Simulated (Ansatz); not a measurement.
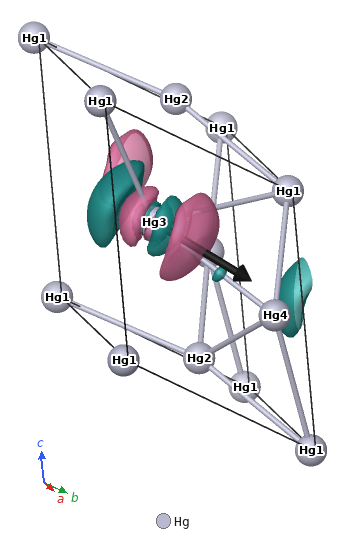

Figure. Hg. Hg3 was moved by 0.05 Å along [1 1 0] in the axes of the cell drawn (arrow, not to scale). Change of the density less the rigid motion of the neutral atom's own density: teal surfaces at +0.0008 and pink ones at −0.0008 e/Å³, in the cell of the calculation (origin moved) seen slightly off an axis.

Space group I-42d. The cell comes from a database of computed structures, not from a measurement.

These are results of DFT PBE, scalar-relativistic, plane waves, PAW in Ansatz, not measurements.

Core electrons are frozen (PAW), so the fields are smoothed inside the atomic spheres.

### Describe the electronic response.

About 0.01 e is rearranged in the cell. Outside the cores the largest gain, 0.002 e/Å³, lies 1.0 Å from a mercury nucleus, and the largest loss lies at the edge of the masked core of Hg.

### What restoring force does the calculation give for this move?

The force on it changes by 0.04 eV/Å along the move, against it: a stiffness of about 0.73 eV/Å² for this sublattice shift.
